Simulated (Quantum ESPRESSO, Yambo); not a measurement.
# P (puckered monolayer): G0W0 in Yambo against the bands

How does the gap of P (puckered monolayer) converge in the bands?

Calculated with Yambo 5.3.0; PBE and many-body steps on it, plane waves.

### Step 1. Set-up

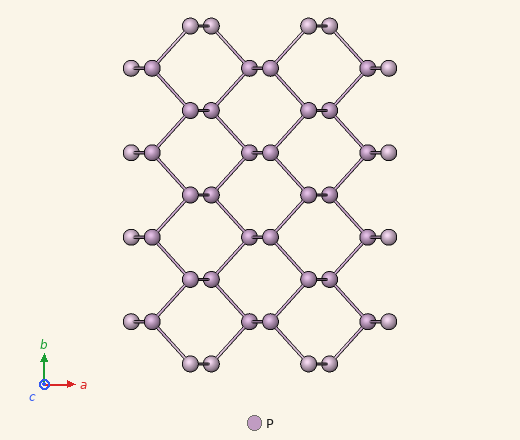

The cell as given, from above (phosphorus pink). 2×3×1 cells are drawn. Some periodic images of atoms are drawn too.

The cell holds 4 atoms: 4 P. Cell: a = 4.627 Å, b = 3.304 Å, c = 14.000 Å, α = 90.0°, β = 90.0°, γ = 90.0°. It derives from  ([{'formula': 'P', 'spacegroup': 64, 'source': 'prototype of the bulk crystal'}]). Vacuum lies along c.

Coordinates:

```xyz
4
Lattice="4.6272 0.0000 0.0000 0.0000 3.3044 0.0000 0.0000 0.0000 14.0000" Properties=species:S:1:pos:R:3
P     0.4108    0.0000    8.0537
P     1.9028    1.6522    8.0537
P     2.7243    1.6522    5.9463
P     4.2164    0.0000    5.9463
```

The structure was relaxed with PBE. The runs that relaxed it are not among those shown.

### Step 2. 23 bands

This step: Yambo 5.3.0; G0W0 on PBE, plane waves, norm-conserving pseudopotentials.

G0W0 replaces the xc potential by the self-energy, built once from these orbitals. Only a window of levels is corrected, while the sums run over the empty bands that the input names.

Input file gw1.in:

```
HF_and_locXC
gw0
dyson
ppa
em1d
rim_cut
rim_w
RandQpts= 3000000
RandGvec= 100 RL
CUTGeo= "slab z"
RandGvecW= 9 RL
EXXRLvcs= 36 Ry
VXCRLvcs= 144 Ry
Chimod= "HARTREE"
% BndsRnXp
 1 | 23 |
%
NGsBlkXp= 6 Ry
% LongDrXp
 1 | 1 | 0 |
%
% GbndRnge
 1 | 23 |
%
DysSolver= "n"
ExtendOut
PPAPntXp= 27.21138 eV
% QPkrange
 1 | 1 | 9 | 12 |
%
```

Run with:

```sh
$ OMP_NUM_THREADS=2 mpirun -n 4 yambo -F gw1.in -J gw1 -C gw1 > gw1.log
```

What it wrote:

```text
 Yambo, version 5.3.0

 [02] CORE Variables Setup
 =========================

  [... cell, symmetries and grids as in the set-up ...]

  [02.05] Energies & Occupations
  ==============================

  [X] === General ===
  [X] Electronic Temperature                        :  0.000000  0.000000 [eV K]
  [X] Bosonic    Temperature                        :  0.000000  0.000000 [eV K]
  [X] Finite Temperature mode                       : no
  [X] El. density                                   :  0.93433E+23 [cm-3]
  [X] Fermi Level                                   : -0.738122 [eV]

  [X] === Gaps and Widths ===
  [X] Conduction Band Min                           :  0.907578 [eV]
  [X] Valence Band Max                              :  0.000000 [eV]
  [X] Filled Bands                                  :  10
  [X] Empty Bands                                   :   11  235
  [X] Direct Gap                                    :  0.907578 [eV]
  [X] Direct Gap localized at k                     :  1
  [X] Indirect Gap                                  :  0.907578 [eV]
  [X] Indirect Gap between kpts                     :  1  1
  [X] Last valence band width                       :  1.926594 [eV]
  [X] 1st conduction band width                     :  1.900290 [eV]

 [03] Transferred momenta grid and indexing
 ==========================================

 IBZ Q-points                                      :  20
 BZ  Q-points                                      :   48

 K/Q-points units:
 rlu = crystal or reduced units; cc = cartesian coordinates; iku = interal k-units

 Q [ 1]         [rlu]:  0.000000  0.000000  0.000000
 Q [ 2]         [rlu]:  0.000000  0.125000  0.000000
 Q [ 3]         [rlu]:  0.000000  0.250000  0.000000
 Q [ 4]         [rlu]:  0.000000  0.375000  0.000000
 Q [ 5]         [rlu]:  0.000000 -0.500000  0.000000
 Q [ 6]         [rlu]:  0.166667  0.000000  0.000000
 Q [ 7]         [rlu]:  0.166667  0.125000  0.000000
 Q [ 8]         [rlu]:  0.166667  0.250000  0.000000
 Q [ 9]         [rlu]:  0.166667  0.375000  0.000000
 Q [10]         [rlu]:  0.166667 -0.500000  0.000000
     [... 8 further rows ...]
 Q [19]         [rlu]: -0.500000  0.375000  0.000000
 Q [20]         [rlu]: -0.500000 -0.500000  0.000000

 [04] Coloumb potential Random Integration (RIM)
 ===============================================

 Performing RIM of v_slab

  [04.01] RIM initialization
  ==========================

  * Diagonal components only detected *

  8 x (sBL volume)        :  0.028620 [a.u.]
  sBZ random points       :  3000000
  Points outside the sBZ  :  24001885
  RL volume               :  0.171717 [a.u.]
  Integrated volume       :  0.171704 [a.u.]

  [04.02] RIM integrals
  =====================

  Gamma point sphere radius             :  0.030967 [a.u.]
  Points outside the sphere             :  2398759
  [Int_sBZ(q=0) 1/q^2]*(Vol_sBZ)^(-1/3) =:  7.196484
                                 should be <:  7.795600

  Summary of Coulomb integrals for non-metallic bands |Q|[au] RIM/Bare

  Q [1] 0.100000E-4 0.923147 * Q [6] 0.119761 0.853887
  Q [2] 0.125778 0.886630 * Q [7] 0.173674 0.958504
  Q [11] 0.239522 0.986832 * Q [3] 0.251556 0.998334
  Q [12] 0.270538 0.999545 * Q [8] 0.278609 1.004599
  Q [13] 0.347349 1.009789 * Q [16] 0.359283 1.007172
  Q [4] 0.377334 1.011366 * Q [17] 0.380663 1.008523
  Q [9] 0.395883 1.011299 * Q [18] 0.438594 1.009436
  Q [14] 0.446936 1.010312 * Q [5] 0.503112 1.009160
  Q [10] 0.517170 1.008788 * Q [19] 0.521023 1.008359
  Q [15] 0.557219 1.007754 * Q [20] 0.618228 1.006359
  Non-periodic chartesian directions : none
  Optical renormalization            :  26.45617 [au]
  Polarizability dimension           : length

 [05] Coloumb potential CutOffslab
 =================================

 Cut directionsZ
 Slab Cutoff:Z
 Symmetry test passed : yes

 [WARNING] [Xp] User bands 1-23 break level degeneracy

 [06] Dipoles
 ============

  [06.01] Setup: observables and procedures
  =========================================

[...]
X Drude frequency                                :  0.000000  0.000000
  X poles                                          :  100.0000 [o/o]
  RL vectors in the sum                            :   6937
  [r,Vnl] included                                 : yes
  Field direction                                  :  0.707107E-5  0.707107E-5   0.00000
  BZ energy Double Grid                            : no
  BZ energy DbGd points                            : 0
  BZ Q point size factor                           : -1.000000
  X Optical Averaged directions                    : none

 [08] Local Exchange-Correlation + Non-Local Fock
 ================================================

 [VXC] Plane waves :   42135
 [EXS] Plane waves :   5277

 QP @ state[ 1 ] K range:  1  1
 QP @ state[ 1 ] b range:   9  12

 [xc] Functional : Perdew, Burke & Ernzerhof(X)+Perdew, Burke & Ernzerhof(C)
 [xc] LIBXC used to calculate xc functional
  PP Number of Atomic Species                      :  1
  NLCC RL compoments                               :   42135
  PP Number of Atomic Species                      :  1
  NLCC RL compoments                               :   42135

 [xc] E_xc :  -6.688395 [Ha]
      E_xc :  -13.37679 [Ry]

  Local XC kind (lXC) : Perdew, Burke & Ernzerhof(X)+Perdew, Burke & Ernzerhof(C)
  Non-Local XC kind (nlXC) : Hartree-Fock

  Corrections @ K [1] :  [eV]
 <9|nlXC|9> = -13.08593 -0.11670E-16 <9|lXC|9> = -10.56745 -0.18882E-15
 <10|nlXC|10> = -13.17088 -0.71801E-17 <10|lXC|10> = -11.64676 -0.23602E-16
 <11|nlXC|11> = -6.501177  0.11763E-17 <11|lXC|11> = -9.949238  0.94408E-16
 <12|nlXC|12> = -6.563205 -0.15730E-17 <12|lXC|12> = -10.94408  0.18882E-15

 [09] Dyson equation: Newton solver
 ==================================

  [09.01] RIM-W interpolation
  ===========================

  [WARNING] RIM-W works only for 2D semiconductors with slab cutoff
  Found compatible q grid: 2D
  q_min[ 1 ]:  0.166667  0.000000  0.000000 [rlu]
   0.166667  0.000000  0.000000 [iku]
  q_min[ 2 ]:  0.000000  0.125000  0.000000 [rlu]
   0.000000  0.125000  0.000000 [iku]
  G-vectors :   9
  G-vectors loaded:   83
  Number of interpolated frequencies:  2

  Evaluating coefficients q = 0
  Evaluating coefficients q = 0

  [09.02] RIM-W integrals
  =======================

  8 x (sBL volume)        :  0.028620 [a.u.]
  sBZ random points       :  3000000
  Points outside the sBZ  :  24001885
  RL volume               :  0.171717 [a.u.]
  Integrated volume       :  0.171704 [a.u.]

  [09.03] RIM integrals
  =====================

  Comparison between head Wc = W - v averages: < Wc > [au] RIM-W/RIM

   < -Wc [Q = 1] > 0.287126E-1 0.407610E-4 * < -Wc [Q = 2] > 0.005921 0.005819
   < -Wc [Q = 3] > 0.001332 0.001314 * < -Wc [Q = 4] > 0.487912E-3 0.483645E-3
   < -Wc [Q = 5] > 0.226163E-3 0.224884E-3 * < -Wc [Q = 6] > 0.006495 0.006431
   < -Wc [Q = 7] > 0.003166 0.003065 * < -Wc [Q = 8] > 0.001037 0.001019
   < -Wc [Q = 9] > 0.423932E-3 0.419765E-3 * < -Wc [Q = 10] > 0.205828E-3 0.204548E-3
   < -Wc [Q = 11] > 0.001505 0.001487 * < -Wc [Q = 12] > 0.001122 0.001104
   < -Wc [Q = 13] > 0.586019E-3 0.576893E-3 * < -Wc [Q = 14] > 0.294180E-3 0.290453E-3
   < -Wc [Q = 15] > 0.158569E-3 0.157275E-3 * < -Wc [Q = 16] > 0.554459E-3 0.549585E-3
   < -Wc [Q = 17] > 0.473276E-3 0.468913E-3 * < -Wc [Q = 18] > 0.314788E-3 0.311514E-3
   < -Wc [Q = 19] > 0.187018E-3 0.184774E-3 * < -Wc [Q = 20] > 0.110836E-3 0.109633E-3

  Comparison between head Wc = W - v averages: < Wc > [au] RIM-W/RIM

   < -Wc [G = 1,G`=0] > 0.287126E-1 0.407610E-4 * < -Wc [G = 2,G`=0] >-0.894593E-3  0.00000
   < -Wc [G = 3,G`=0] >-0.894592E-3  0.00000 * < -Wc [G = 4,G`=0] > 0.507360E-5  0.00000
   < -Wc [G = 5,G`=0] > 0.507362E-5  0.00000 * < -Wc [G = 6,G`=0] > 0.633428E-4  0.00000
   < -Wc [G = 7,G`=0] > 0.633425E-4  0.00000 * < -Wc [G = 8,G`=0] > 0.767185E-7  0.00000
   < -Wc [G = 9,G`=0] > 0.766651E-7  0.00000

 [10] G0W0 (W PPA)
 =================

 [  GW  ] Bands range     :   1  23
 [GW/PPA] G damping       :  0.100000 [eV]

 QP @ state[ 1 ] K range:  1  1
 QP @ state[ 1 ] b range:   9  12

  Sc/G bands                                       :   1  23
  Sc/G damping                                     :  0.100000 ev
  Sc bands terminator                              : no
  Sx RL components                                 :   5277

  QP @ state[ 1 ] K range                          :  1  1
  QP @ state[ 1 ] b range                          :   9  12
  GF energies kind                                 : Perdew, Burke & Ernzerhof(X)+Perdew, Burke & Ernzerhof(C)
  GF WF`s kind                                     : Perdew, Burke & Ernzerhof(X)+Perdew, Burke & Ernzerhof(C)
  Xs energies kind                                 : Perdew, Burke & Ernzerhof(X)+Perdew, Burke & Ernzerhof(C)
  Xs WF`s kind                                     : Perdew, Burke & Ernzerhof(X)+Perdew, Burke & Ernzerhof(C)

 [14] Game Over & Game summary
```

It took 56 s on 4 MPI ranks of Arm Neoverse V2, shared host; peak memory 2.1 GiB.

This step gave:

```yaml
g0w0_gap_on_the_points_computed: 2.032 eV
starting_gap_on_the_mesh: 0.9076 eV
k_of_the_valence_top: 0, 0, 0
k_of_the_conduction_bottom: 0, 0, 0
least_direct_g0w0_gap_on_the_computed_points: 2.032 eV
z_at_the_valence_top: 0.7483
z_at_the_conduction_bottom: 0.7583
```

The gap on the mesh goes from 0.91 eV to 2.03 eV, a correction of +1.12 eV.

### Step 3. 38 bands

gw2.in, as its differences from gw1.in of step 2:

```diff
@@ -15,3 +15,3 @@
 % BndsRnXp
- 1 | 23 |
+ 1 | 38 |
 %
@@ -22,3 +22,3 @@
 % GbndRnge
- 1 | 23 |
+ 1 | 38 |
 %
```

Run with:

```sh
$ OMP_NUM_THREADS=2 mpirun -n 4 yambo -F gw2.in -J gw2 -C gw2 > gw2.log
```

What it wrote:

```text
 Yambo, version 5.3.0

 [02] CORE Variables Setup
 =========================

  [... cell, symmetries and grids as in the set-up ...]

  [02.05] Energies & Occupations
  ==============================

  [X] === General ===
  [X] Electronic Temperature                        :  0.000000  0.000000 [eV K]
  [X] Bosonic    Temperature                        :  0.000000  0.000000 [eV K]
  [X] Finite Temperature mode                       : no
  [X] El. density                                   :  0.93433E+23 [cm-3]
  [X] Fermi Level                                   : -0.738122 [eV]

  [X] === Gaps and Widths ===
  [X] Conduction Band Min                           :  0.907578 [eV]
  [X] Valence Band Max                              :  0.000000 [eV]
  [X] Filled Bands                                  :  10
  [X] Empty Bands                                   :   11  235
  [X] Direct Gap                                    :  0.907578 [eV]
  [X] Direct Gap localized at k                     :  1
  [X] Indirect Gap                                  :  0.907578 [eV]
  [X] Indirect Gap between kpts                     :  1  1
  [X] Last valence band width                       :  1.926594 [eV]
  [X] 1st conduction band width                     :  1.900290 [eV]

 [03] Transferred momenta grid and indexing
 ==========================================

 IBZ Q-points                                      :  20
 BZ  Q-points                                      :   48

 K/Q-points units:
 rlu = crystal or reduced units; cc = cartesian coordinates; iku = interal k-units

 Q [ 1]         [rlu]:  0.000000  0.000000  0.000000
 Q [ 2]         [rlu]:  0.000000  0.125000  0.000000
 Q [ 3]         [rlu]:  0.000000  0.250000  0.000000
[...]
Points outside the sBZ  :  24001885
  RL volume               :  0.171717 [a.u.]
  Integrated volume       :  0.171704 [a.u.]

  [09.03] RIM integrals
  =====================

  Comparison between head Wc = W - v averages: < Wc > [au] RIM-W/RIM

   < -Wc [Q = 1] > 0.288782E-1 0.410411E-4 * < -Wc [Q = 2] > 0.005996 0.005897
   < -Wc [Q = 3] > 0.001358 0.001340 * < -Wc [Q = 4] > 0.501985E-3 0.497685E-3
   < -Wc [Q = 5] > 0.236316E-3 0.234992E-3 * < -Wc [Q = 6] > 0.006567 0.006503
[...]
< -Wc [Q = 17] > 0.487488E-3 0.483189E-3 * < -Wc [Q = 18] > 0.329035E-3 0.325942E-3
   < -Wc [Q = 19] > 0.201162E-3 0.199203E-3 * < -Wc [Q = 20] > 0.123100E-3 0.122099E-3

  Comparison between head Wc = W - v averages: < Wc > [au] RIM-W/RIM

   < -Wc [G = 1,G`=0] > 0.288782E-1 0.410411E-4 * < -Wc [G = 2,G`=0] >-0.875867E-3  0.00000
   < -Wc [G = 3,G`=0] >-0.875867E-3  0.00000 * < -Wc [G = 4,G`=0] >-0.204366E-5  0.00000
   < -Wc [G = 5,G`=0] >-0.204366E-5  0.00000 * < -Wc [G = 6,G`=0] > 0.708348E-4  0.00000
   < -Wc [G = 7,G`=0] > 0.708348E-4  0.00000 * < -Wc [G = 8,G`=0] >-0.49058E-11  0.0000
   < -Wc [G = 9,G`=0] >-0.49906E-11  0.0000

 [10] G0W0 (W PPA)
 =================

 [  GW  ] Bands range     :    1   38
 [GW/PPA] G damping       :  0.100000 [eV]

 QP @ state[ 1 ] K range:  1  1
 QP @ state[ 1 ] b range:   9  12

  Sc/G bands                                       :    1   38
  Sc/G damping                                     :  0.100000 ev
  Sc bands terminator                              : no
  Sx RL components                                 :   5277

  QP @ state[ 1 ] K range                          :  1  1
  QP @ state[ 1 ] b range                          :   9  12
  GF energies kind                                 : Perdew, Burke & Ernzerhof(X)+Perdew, Burke & Ernzerhof(C)
  GF WF`s kind                                     : Perdew, Burke & Ernzerhof(X)+Perdew, Burke & Ernzerhof(C)
  Xs energies kind                                 : Perdew, Burke & Ernzerhof(X)+Perdew, Burke & Ernzerhof(C)
  Xs WF`s kind                                     : Perdew, Burke & Ernzerhof(X)+Perdew, Burke & Ernzerhof(C)

 [14] Game Over & Game summary
```

The job ended after 65 s (4 MPI ranks; peak memory 2.1 GiB).

Numbers from this step:

* G0W0 gap on the points computed: 1.970 eV
* starting gap on the mesh: 0.9076 eV
* k of the valence top: 0, 0, 0
* k of the conduction bottom: 0, 0, 0
* least direct G0W0 gap on the computed points: 1.970 eV
* Z at the valence top: 0.7442
* Z at the conduction bottom: 0.7548

Against the run before, the gap moves by −0.062 eV.

### Step 4. 67 bands

gw3.in, as its differences from gw2.in of step 3:

```diff
@@ -15,3 +15,3 @@
 % BndsRnXp
- 1 | 38 |
+ 1 | 67 |
 %
@@ -22,3 +22,3 @@
 % GbndRnge
- 1 | 38 |
+ 1 | 67 |
 %
```

Run with:

```sh
$ OMP_NUM_THREADS=2 mpirun -n 4 yambo -F gw3.in -J gw3 -C gw3 > gw3.log
```

What it wrote:

```text
 Yambo, version 5.3.0

 [02] CORE Variables Setup
 =========================

  [... cell, symmetries and grids as in the set-up ...]

  [02.05] Energies & Occupations
  ==============================

  [X] === General ===
  [X] Electronic Temperature                        :  0.000000  0.000000 [eV K]
  [X] Bosonic    Temperature                        :  0.000000  0.000000 [eV K]
  [X] Finite Temperature mode                       : no
  [X] El. density                                   :  0.93433E+23 [cm-3]
[...]
Sc bands terminator                              : no
  Sx RL components                                 :   5277

  QP @ state[ 1 ] K range                          :  1  1
  QP @ state[ 1 ] b range                          :   9  12
  GF energies kind                                 : Perdew, Burke & Ernzerhof(X)+Perdew, Burke & Ernzerhof(C)
  GF WF`s kind                                     : Perdew, Burke & Ernzerhof(X)+Perdew, Burke & Ernzerhof(C)
  Xs energies kind                                 : Perdew, Burke & Ernzerhof(X)+Perdew, Burke & Ernzerhof(C)
  Xs WF`s kind                                     : Perdew, Burke & Ernzerhof(X)+Perdew, Burke & Ernzerhof(C)

 [14] Game Over & Game summary
```

Run time: 86 s. Hardware: 4 MPI ranks; peak memory 2.1 GiB.

This step gave:

- G0W0 gap on the points computed: 1.951 eV
- starting gap on the mesh: 0.9076 eV
- k of the valence top: 0, 0, 0
- k of the conduction bottom: 0, 0, 0
- least direct G0W0 gap on the computed points: 1.951 eV

Against the run before, the gap moves by −0.019 eV.

(Part 1 of 2 ends here.)

[Paths, hosts, dates, memory and timing lines, banners, echoed tables and standing remarks are left out of the program output.]

[Logs are printed without paths, hosts, clocks, repeated set-up lines and the standing remarks that a program may print on its own settings, such as how far it seeks lower states.]

[Runs of the session that timed out or met a known fault of the program may be left out.]

[Hosts, paths, dates, database ids (printed as entryN), source tags and the programs' standing remarks are cut or masked in the printed files.]
